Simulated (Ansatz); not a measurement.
Run report: Si108C108, single-point calculation (part 1 of 2)

The run: single-point calculation of Si108C108 (216 atoms in the cell). Method and program: DFT, PBEsol, PAW, plane waves (Ansatz 0.2.0).

The structure was built on a prototype by a generator.

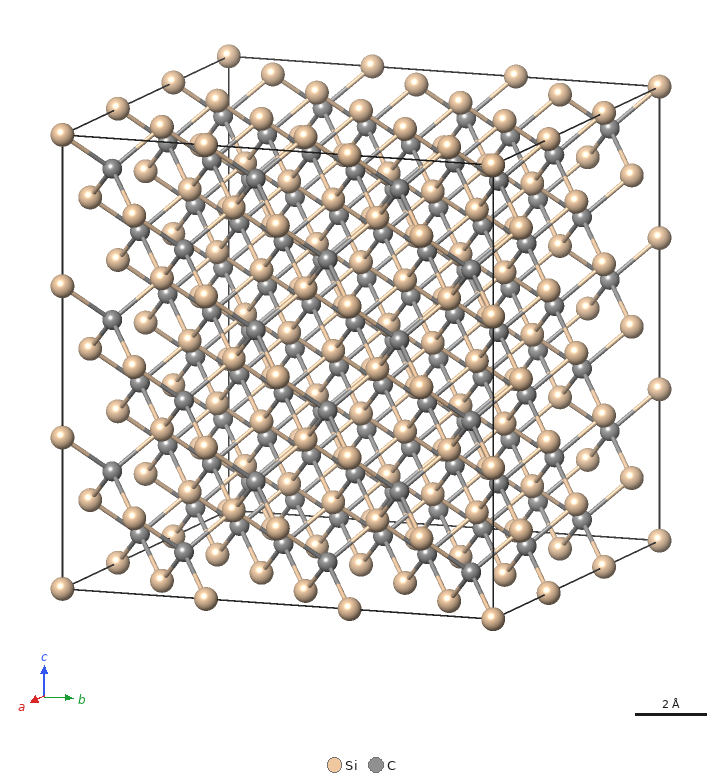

Figure 1. The structure as given in the input (ball-and-stick view of the cell of the calculation, seen slightly off an axis). Near neighbours in the crystal (not all of them lie inside the picture): Si has 4 C at 1.89 Å; C has 4 Si at 1.89 Å.

Summary:

```csv
quantity,value
outcome,converged
space group (tolerance 0.01 Å),F-43m (216)
electrons treated,864
free energy,−93818.9305 eV
Fermi energy,10.055 eV
pressure,0.02 GPa
largest force (length of the vector),under 0.001 eV/Å
hardware,"1 × NVIDIA GB300 Max-Q, 8 threads of Arm Neoverse-V2, 125 GiB of memory available, shared host"
wall time,9.8 s (CPU time 26 s)
peak memory,2.5 GiB
```

Remarks:

The program warns: the structure was made exactly symmetric.

Input file:
```yaml
crystal:
  lattice:
    - [13.070560, 0.000000, 0.000000]
    - [0.000000, 13.070560, 0.000000]
    - [0.000000, 0.000000, 13.070560]
  atoms:
    - { symbol: Si, position: [0.000000, 0.000000, 0.000000] }
    - { symbol: Si, position: [0.000000, 0.000000, 0.333333] }
    - { symbol: Si, position: [0.000000, 0.000000, 0.666667] }
    - { symbol: Si, position: [0.000000, 0.333333, 0.000000] }
    - { symbol: Si, position: [0.000000, 0.333333, 0.333333] }
    - { symbol: Si, position: [0.000000, 0.333333, 0.666667] }
    - { symbol: Si, position: [0.000000, 0.666667, 0.000000] }
    - { symbol: Si, position: [0.000000, 0.666667, 0.333333] }
    - { symbol: Si, position: [0.000000, 0.666667, 0.666667] }
    - { symbol: Si, position: [0.333333, 0.000000, 0.000000] }
    - { symbol: Si, position: [0.333333, 0.000000, 0.333333] }
    - { symbol: Si, position: [0.333333, 0.000000, 0.666667] }
    - { symbol: Si, position: [0.333333, 0.333333, 0.000000] }
    - { symbol: Si, position: [0.333333, 0.333333, 0.333333] }
    - { symbol: Si, position: [0.333333, 0.333333, 0.666667] }
    - { symbol: Si, position: [0.333333, 0.666667, 0.000000] }
    - { symbol: Si, position: [0.333333, 0.666667, 0.333333] }
    - { symbol: Si, position: [0.333333, 0.666667, 0.666667] }
    - { symbol: Si, position: [0.666667, 0.000000, 0.000000] }
    - { symbol: Si, position: [0.666667, 0.000000, 0.333333] }
    - { symbol: Si, position: [0.666667, 0.000000, 0.666667] }
    - { symbol: Si, position: [0.666667, 0.333333, 0.000000] }
    - { symbol: Si, position: [0.666667, 0.333333, 0.333333] }
    - { symbol: Si, position: [0.666667, 0.333333, 0.666667] }
    - { symbol: Si, position: [0.666667, 0.666667, 0.000000] }
    - { symbol: Si, position: [0.666667, 0.666667, 0.333333] }
    - { symbol: Si, position: [0.666667, 0.666667, 0.666667] }
    - { symbol: Si, position: [0.166667, 0.166667, 0.000000] }
    - { symbol: Si, position: [0.166667, 0.166667, 0.333333] }
    - { symbol: Si, position: [0.166667, 0.166667, 0.666667] }
    - { symbol: Si, position: [0.166667, 0.500000, 0.000000] }
    - { symbol: Si, position: [0.166667, 0.500000, 0.333333] }
    - { symbol: Si, position: [0.166667, 0.500000, 0.666667] }
    - { symbol: Si, position: [0.166667, 0.833333, 0.000000] }
    - { symbol: Si, position: [0.166667, 0.833333, 0.333333] }
    - { symbol: Si, position: [0.166667, 0.833333, 0.666667] }
    - { symbol: Si, position: [0.500000, 0.166667, 0.000000] }
    - { symbol: Si, position: [0.500000, 0.166667, 0.333333] }
    - { symbol: Si, position: [0.500000, 0.166667, 0.666667] }
    - { symbol: Si, position: [0.500000, 0.500000, 0.000000] }
    - { symbol: Si, position: [0.500000, 0.500000, 0.333333] }
    - { symbol: Si, position: [0.500000, 0.500000, 0.666667] }
    - { symbol: Si, position: [0.500000, 0.833333, 0.000000] }
    - { symbol: Si, position: [0.500000, 0.833333, 0.333333] }
    - { symbol: Si, position: [0.500000, 0.833333, 0.666667] }
    - { symbol: Si, position: [0.833333, 0.166667, 0.000000] }
    - { symbol: Si, position: [0.833333, 0.166667, 0.333333] }
    - { symbol: Si, position: [0.833333, 0.166667, 0.666667] }
    - { symbol: Si, position: [0.833333, 0.500000, 0.000000] }
    - { symbol: Si, position: [0.833333, 0.500000, 0.333333] }
    - { symbol: Si, position: [0.833333, 0.500000, 0.666667] }
    - { symbol: Si, position: [0.833333, 0.833333, 0.000000] }
    - { symbol: Si, position: [0.833333, 0.833333, 0.333333] }
    - { symbol: Si, position: [0.833333, 0.833333, 0.666667] }
    - { symbol: Si, position: [0.166667, 0.000000, 0.166667] }
    - { symbol: Si, position: [0.166667, 0.000000, 0.500000] }
    - { symbol: Si, position: [0.166667, 0.000000, 0.833333] }
    - { symbol: Si, position: [0.166667, 0.333333, 0.166667] }
    - { symbol: Si, position: [0.166667, 0.333333, 0.500000] }
    - { symbol: Si, position: [0.166667, 0.333333, 0.833333] }
    - { symbol: Si, position: [0.166667, 0.666667, 0.166667] }
    - { symbol: Si, position: [0.166667, 0.666667, 0.500000] }
    - { symbol: Si, position: [0.166667, 0.666667, 0.833333] }
    - { symbol: Si, position: [0.500000, 0.000000, 0.166667] }
    - { symbol: Si, position: [0.500000, 0.000000, 0.500000] }
    - { symbol: Si, position: [0.500000, 0.000000, 0.833333] }
    - { symbol: Si, position: [0.500000, 0.333333, 0.166667] }
    - { symbol: Si, position: [0.500000, 0.333333, 0.500000] }
    - { symbol: Si, position: [0.500000, 0.333333, 0.833333] }
    - { symbol: Si, position: [0.500000, 0.666667, 0.166667] }
    - { symbol: Si, position: [0.500000, 0.666667, 0.500000] }
    - { symbol: Si, position: [0.500000, 0.666667, 0.833333] }
    - { symbol: Si, position: [0.833333, 0.000000, 0.166667] }
    - { symbol: Si, position: [0.833333, 0.000000, 0.500000] }
    - { symbol: Si, position: [0.833333, 0.000000, 0.833333] }
    - { symbol: Si, position: [0.833333, 0.333333, 0.166667] }
    - { symbol: Si, position: [0.833333, 0.333333, 0.500000] }
    - { symbol: Si, position: [0.833333, 0.333333, 0.833333] }
    - { symbol: Si, position: [0.833333, 0.666667, 0.166667] }
    - { symbol: Si, position: [0.833333, 0.666667, 0.500000] }
    - { symbol: Si, position: [0.833333, 0.666667, 0.833333] }
    - { symbol: Si, position: [0.000000, 0.166667, 0.166667] }
    - { symbol: Si, position: [0.000000, 0.166667, 0.500000] }
    - { symbol: Si, position: [0.000000, 0.166667, 0.833333] }
    - { symbol: Si, position: [0.000000, 0.500000, 0.166667] }
    - { symbol: Si, position: [0.000000, 0.500000, 0.500000] }
    - { symbol: Si, position: [0.000000, 0.500000, 0.833333] }
    - { symbol: Si, position: [0.000000, 0.833333, 0.166667] }
    - { symbol: Si, position: [0.000000, 0.833333, 0.500000] }
    - { symbol: Si, position: [0.000000, 0.833333, 0.833333] }
    - { symbol: Si, position: [0.333333, 0.166667, 0.166667] }
    - { symbol: Si, position: [0.333333, 0.166667, 0.500000] }
    - { symbol: Si, position: [0.333333, 0.166667, 0.833333] }
    - { symbol: Si, position: [0.333333, 0.500000, 0.166667] }
    - { symbol: Si, position: [0.333333, 0.500000, 0.500000] }
    - { symbol: Si, position: [0.333333, 0.500000, 0.833333] }
    - { symbol: Si, position: [0.333333, 0.833333, 0.166667] }
    - { symbol: Si, position: [0.333333, 0.833333, 0.500000] }
    - { symbol: Si, position: [0.333333, 0.833333, 0.833333] }
    - { symbol: Si, position: [0.666667, 0.166667, 0.166667] }
    - { symbol: Si, position: [0.666667, 0.166667, 0.500000] }
    - { symbol: Si, position: [0.666667, 0.166667, 0.833333] }
    - { symbol: Si, position: [0.666667, 0.500000, 0.166667] }
    - { symbol: Si, position: [0.666667, 0.500000, 0.500000] }
    - { symbol: Si, position: [0.666667, 0.500000, 0.833333] }
    - { symbol: Si, position: [0.666667, 0.833333, 0.166667] }
    - { symbol: Si, position: [0.666667, 0.833333, 0.500000] }
    - { symbol: Si, position: [0.666667, 0.833333, 0.833333] }
    - { symbol: C, position: [0.083333, 0.083333, 0.083333] }
    - { symbol: C, position: [0.083333, 0.083333, 0.416667] }
    - { symbol: C, position: [0.083333, 0.083333, 0.750000] }
    - { symbol: C, position: [0.083333, 0.416667, 0.083333] }
    - { symbol: C, position: [0.083333, 0.416667, 0.416667] }
    - { symbol: C, position: [0.083333, 0.416667, 0.750000] }
    - { symbol: C, position: [0.083333, 0.750000, 0.083333] }
    - { symbol: C, position: [0.083333, 0.750000, 0.416667] }
    - { symbol: C, position: [0.083333, 0.750000, 0.750000] }
    - { symbol: C, position: [0.416667, 0.083333, 0.083333] }
    - { symbol: C, position: [0.416667, 0.083333, 0.416667] }
    - { symbol: C, position: [0.416667, 0.083333, 0.750000] }
    - { symbol: C, position: [0.416667, 0.416667, 0.083333] }
    - { symbol: C, position: [0.416667, 0.416667, 0.416667] }
    - { symbol: C, position: [0.416667, 0.416667, 0.750000] }
    - { symbol: C, position: [0.416667, 0.750000, 0.083333] }
    - { symbol: C, position: [0.416667, 0.750000, 0.416667] }
    - { symbol: C, position: [0.416667, 0.750000, 0.750000] }
    - { symbol: C, position: [0.750000, 0.083333, 0.083333] }
    - { symbol: C, position: [0.750000, 0.083333, 0.416667] }
    - { symbol: C, position: [0.750000, 0.083333, 0.750000] }
    - { symbol: C, position: [0.750000, 0.416667, 0.083333] }
    - { symbol: C, position: [0.750000, 0.416667, 0.416667] }
    - { symbol: C, position: [0.750000, 0.416667, 0.750000] }
    - { symbol: C, position: [0.750000, 0.750000, 0.083333] }
    - { symbol: C, position: [0.750000, 0.750000, 0.416667] }
    - { symbol: C, position: [0.750000, 0.750000, 0.750000] }
    - { symbol: C, position: [0.250000, 0.250000, 0.083333] }
    - { symbol: C, position: [0.250000, 0.250000, 0.416667] }
    - { symbol: C, position: [0.250000, 0.250000, 0.750000] }
    - { symbol: C, position: [0.250000, 0.583333, 0.083333] }
    - { symbol: C, position: [0.250000, 0.583333, 0.416667] }
    - { symbol: C, position: [0.250000, 0.583333, 0.750000] }
    - { symbol: C, position: [0.250000, 0.916667, 0.083333] }
    - { symbol: C, position: [0.250000, 0.916667, 0.416667] }
    - { symbol: C, position: [0.250000, 0.916667, 0.750000] }
    - { symbol: C, position: [0.583333, 0.250000, 0.083333] }
    - { symbol: C, position: [0.583333, 0.250000, 0.416667] }
    - { symbol: C, position: [0.583333, 0.250000, 0.750000] }
    - { symbol: C, position: [0.583333, 0.583333, 0.083333] }
    - { symbol: C, position: [0.583333, 0.583333, 0.416667] }
    - { symbol: C, position: [0.583333, 0.583333, 0.750000] }
    - { symbol: C, position: [0.583333, 0.916667, 0.083333] }
    - { symbol: C, position: [0.583333, 0.916667, 0.416667] }
    - { symbol: C, position: [0.583333, 0.916667, 0.750000] }
    - { symbol: C, position: [0.916667, 0.250000, 0.083333] }
    - { symbol: C, position: [0.916667, 0.250000, 0.416667] }
    - { symbol: C, position: [0.916667, 0.250000, 0.750000] }
    - { symbol: C, position: [0.916667, 0.583333, 0.083333] }
    - { symbol: C, position: [0.916667, 0.583333, 0.416667] }
    - { symbol: C, position: [0.916667, 0.583333, 0.750000] }
    - { symbol: C, position: [0.916667, 0.916667, 0.083333] }
    - { symbol: C, position: [0.916667, 0.916667, 0.416667] }
    - { symbol: C, position: [0.916667, 0.916667, 0.750000] }
    - { symbol: C, position: [0.250000, 0.083333, 0.250000] }
    - { symbol: C, position: [0.250000, 0.083333, 0.583333] }
    - { symbol: C, position: [0.250000, 0.083333, 0.916667] }
    - { symbol: C, position: [0.250000, 0.416667, 0.250000] }
    - { symbol: C, position: [0.250000, 0.416667, 0.583333] }
    - { symbol: C, position: [0.250000, 0.416667, 0.916667] }
    - { symbol: C, position: [0.250000, 0.750000, 0.250000] }
    - { symbol: C, position: [0.250000, 0.750000, 0.583333] }
    - { symbol: C, position: [0.250000, 0.750000, 0.916667] }
    - { symbol: C, position: [0.583333, 0.083333, 0.250000] }
    - { symbol: C, position: [0.583333, 0.083333, 0.583333] }
    - { symbol: C, position: [0.583333, 0.083333, 0.916667] }
    - { symbol: C, position: [0.583333, 0.416667, 0.250000] }
    - { symbol: C, position: [0.583333, 0.416667, 0.583333] }
    - { symbol: C, position: [0.583333, 0.416667, 0.916667] }
    - { symbol: C, position: [0.583333, 0.750000, 0.250000] }
    - { symbol: C, position: [0.583333, 0.750000, 0.583333] }
    - { symbol: C, position: [0.583333, 0.750000, 0.916667] }
    - { symbol: C, position: [0.916667, 0.083333, 0.250000] }
    - { symbol: C, position: [0.916667, 0.083333, 0.583333] }
    - { symbol: C, position: [0.916667, 0.083333, 0.916667] }
    - { symbol: C, position: [0.916667, 0.416667, 0.250000] }
    - { symbol: C, position: [0.916667, 0.416667, 0.583333] }
    - { symbol: C, position: [0.916667, 0.416667, 0.916667] }
    - { symbol: C, position: [0.916667, 0.750000, 0.250000] }
    - { symbol: C, position: [0.916667, 0.750000, 0.583333] }
    - { symbol: C, position: [0.916667, 0.750000, 0.916667] }
    - { symbol: C, position: [0.083333, 0.250000, 0.250000] }
    - { symbol: C, position: [0.083333, 0.250000, 0.583333] }
    - { symbol: C, position: [0.083333, 0.250000, 0.916667] }
    - { symbol: C, position: [0.083333, 0.583333, 0.250000] }
    - { symbol: C, position: [0.083333, 0.583333, 0.583333] }
    - { symbol: C, position: [0.083333, 0.583333, 0.916667] }
    - { symbol: C, position: [0.083333, 0.916667, 0.250000] }
    - { symbol: C, position: [0.083333, 0.916667, 0.583333] }
    - { symbol: C, position: [0.083333, 0.916667, 0.916667] }
    - { symbol: C, position: [0.416667, 0.250000, 0.250000] }
    - { symbol: C, position: [0.416667, 0.250000, 0.583333] }
    - { symbol: C, position: [0.416667, 0.250000, 0.916667] }
    - { symbol: C, position: [0.416667, 0.583333, 0.250000] }
    - { symbol: C, position: [0.416667, 0.583333, 0.583333] }
    - { symbol: C, position: [0.416667, 0.583333, 0.916667] }
    - { symbol: C, position: [0.416667, 0.916667, 0.250000] }
    - { symbol: C, position: [0.416667, 0.916667, 0.583333] }
    - { symbol: C, position: [0.416667, 0.916667, 0.916667] }
    - { symbol: C, position: [0.750000, 0.250000, 0.250000] }
    - { symbol: C, position: [0.750000, 0.250000, 0.583333] }
    - { symbol: C, position: [0.750000, 0.250000, 0.916667] }
    - { symbol: C, position: [0.750000, 0.583333, 0.250000] }
    - { symbol: C, position: [0.750000, 0.583333, 0.583333] }
    - { symbol: C, position: [0.750000, 0.583333, 0.916667] }
    - { symbol: C, position: [0.750000, 0.916667, 0.250000] }
    - { symbol: C, position: [0.750000, 0.916667, 0.583333] }
    - { symbol: C, position: [0.750000, 0.916667, 0.916667] }
kpoints:
  mp_grid: { grid: [1, 1, 1] }
hamiltonian:
  xc: pbesol
scf:
  occupations: { method: fermi_dirac, width: 0.01 }
output:
  forces: true
  eigenvalues: true
  stress: true
  populations: true
  eigenstates: { kpoints: [[0, 0, 0]], e_range: [-6.0, 6.0], localisation: true }
```

Run as:
```bash
ansatz run in.yaml --threads 8 --pin off --max-ram 118750MiB --runs-dir r --events-out ev --progress --plain --backend cuda --devices 0,
```

Output:
```
Pseudopotentials: kind: paw
Functional definition: PBEsol
  exchange = pbesol_x
  correlation = pbesol_c
Crystal: 216 atoms, lattice volume = 2232.968 Å³
Basis set: ecut = 420 eV, 43723 PW (Γ), exchange–correlation on 180×180×180 points (8 copies of the dense FFT grid, shifted against one another)
Bands: 648, of which v1, the nominal top of the filled ones, is band 432 counted from 1 (431 counted from 0)
Symmetry: 2592 space group operations
Space group: F-43m (ITA 216), of the structure as read, at distance tolerance 1.3e-4 Å
k-points: 1
Non-local potential: Si, projectors of the file, l = 0: 2, l = 1: 2, l = 2: 2
Non-local potential: C, projectors of the file, l = 0: 2, l = 1: 2, l = 2: 1
PAW form: soft (Blöchl's): semilocal exchange-correlation on the pseudo side does not see the compensation charge
PAW frozen core: Si, regenerated for the run's functional, and the local potential with it (the file was generated under x = pbe(κ = 0.804, μ = 0.2195149727645171), c = pbe(β = 0.06672455060314922))
PAW frozen core: C, regenerated for the run's functional, and the local potential with it (the file was generated under x = pbe(κ = 0.804, μ = 0.2195149727645171), c = pbe(β = 0.06672455060314922))
PAW one-centre angular grid: Si, 110 points (default); XC on 64 Gauss nodes
PAW one-centre angular grid: C, 110 points (default); XC on 64 Gauss nodes
Initial density: superposition of atomic densities (neutral atoms: chi_scale 0, normalization atom), corrected by the library's trained network
Initial wavefunctions: pseudopotential atomic-orbital guess
Functional: x = pbesol(κ = 0.804, μ = 0.12345679012345678), c = pbesol(β = 0.046)
SCF iter   1: F=—  HF=-93819.373571 eV  |F-HF|=—  |Δ(HF+E_count)|=         —  Δρ=7.39e-3  dr2=1.46e0  ethr=1.77e-3  ⟨swp⟩=6.0  Hψ=2983  notcnv=0  defer=60
preconditioner: auto → Resta (q_TF=auto, 2.329 Å⁻¹)  ε∞=4.8  [insulator: Δε(μ)=1.137 eV  Ē_g=11.872 eV  σ=0.010 eV  W_gap=1.00  n_scr=460 (ndim 8)  ℏωp=23.1 eV  f_vac=0.000  D(μ)=0.00/eV (n_scr^D=0)  ε∞_Penn≈4.8]
SCF iter   2: F=—  HF=-93818.956644 eV  |F-HF|=—  |Δ(HF+E_count)|=   4.17e-1  Δρ=2.13e-3  dr2=1.18e-1  ethr=1.69e-4  ⟨swp⟩=2.0  Hψ=969  notcnv=0  defer=204
SCF iter   3: F=—  HF=-93818.928604 eV  |F-HF|=—  |Δ(HF+E_count)|=   2.80e-2  Δρ=7.21e-4  dr2=9.74e-3  ethr=1.37e-5  ⟨swp⟩=2.0  Hψ=723  notcnv=0  defer=207
SCF iter   4: F=—  HF=-93818.927710 eV  |F-HF|=—  |Δ(HF+E_count)|=   8.93e-4  Δρ=7.76e-5  dr2=5.75e-5  ethr=1.13e-6  ⟨swp⟩=3.0  Hψ=924  notcnv=0  defer=207
SCF iter   5: F=—  HF=-93818.930525 eV  |F-HF|=—  |Δ(HF+E_count)|=   2.81e-3  Δρ=1.08e-5  dr2=2.21e-6  ethr=6.66e-9  ⟨swp⟩=3.0  Hψ=868  notcnv=0  defer=207
SCF iter   6: F=-93818.930527 eV  HF=-93818.930527 eV  |F-HF|=8.59e-9  |Δ(HF+E_count)|=   2.02e-6  Δρ=1.36e-6  dr2=3.98e-8  ethr=1.16e-11  ⟨swp⟩=11.0  Hψ=3482  notcnv=0
SCF 1 converged in 6 iterations: F = -93818.930527 eV  dr2 = 3.98e-8
  greatest PAW one-centre occupation: 0.642 electrons in one spin orbital (limit 2), on the C atom at site 215 (counted from 0), in its partial waves of l = 0
NSCF: frozen V_eff on 1 k-points
SCF converged after 6 iterations
Free energy (F): -93818.930527 eV
Harris-Foulkes:  -93818.930527 eV  (|F-HF|=8.59e-9)
Internal energy: -93818.930527 eV  (E = F + TS)
E sigma→0 (E₀):  -93818.930527 eV
Fermi energy:    10.054501 eV
--- Per-component energies (eV) ---
  E_band       = 3044.917613
  E_kinetic    = 14620.052139
  E_local      = -11213.400698  (includes V_loc(G=0)·N_el)
  E_nonlocal   = 5612.862895
  E_hartree    = 3410.504845
  E_xc         = -11299.448546
  E_vxc        = -11788.757998  (∫ρ·V_xc dr)
  E_paw        = -64190.446783  (= ΣΔE_a)
  E_vpaw       = -1006.836473  (= ΣTr[D̂ρ^β])
  E_aug_tail   = 0.001211  (compensation charges beyond the density's cutoff)
  E_ewald      = -30764.742995
  E_core_change = 5.687406  (= ΣΔE_core)
  E_smearing   = -0.000000  (= −TS)
  E_closure    = -0.000000  (closes the sum)
  Σ components = -93818.930527   (vs F -93818.930527, Δ=0.00e0)
```
